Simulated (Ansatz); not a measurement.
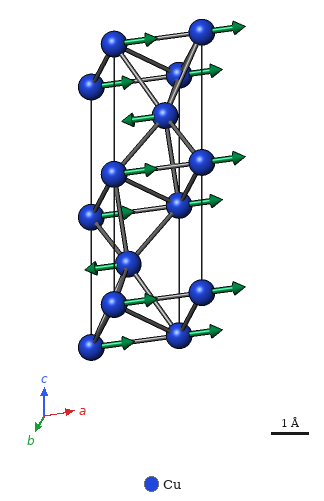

One vibrational mode of crystalline Cu relaxed at 7 GPa at the zone centre. The green arrows give the relative displacements of the atoms. The picture is a ball-and-stick view of the cell of the calculation, seen from a free direction.

Computed with DFT PBE, scalar-relativistic, plane waves, PAW in Ansatz 0.2.0.

Input file:
```yaml
crystal:
  lattice:
    - [2.5279666242, 0.0, 0.0]
    - [-1.2639833121, 2.1892833165, 0.0]
    - [0.0, 0.0, 8.2729176609]
  atoms:
    - { symbol: Cu, position: [0.0, 0.0, 0.0] }
    - { symbol: Cu, position: [0.3333333333, 0.6666666667, 0.25] }
    - { symbol: Cu, position: [0.0, 0.0, 0.5] }
    - { symbol: Cu, position: [0.6666666667, 0.3333333333, 0.75] }
basis:
  ecutwfc: 420
kpoints:
  mp_grid: { grid: [18, 18, 6] }
hamiltonian:
  xc: pbe
scf:
  occupations: { method: fermi_dirac, width: 0.15 }
output:
  eigenvalues: true
phonons:
  method: dfpt
  eigenvectors: true
```

Run as
```bash
ansatz run input.yaml --threads 1 --pin off --max-ram 3072MiB --backend cpu --events-out ev --progress --plain --runs-dir out
```

The frequencies depend somewhat on the k-mesh and the smearing.

Q: Give the symmetry, activity and frequency of this mode.

A: This is the E₁u mode (doubly degenerate; one member of the set is drawn) at 116 cm⁻¹, optical level 3 of 6, counted from below, infrared-active by symmetry. The Cu (2a) sublattice moves against the Cu (2c) sublattice, along a. The crystal is a metal, so free carriers screen the infrared response.
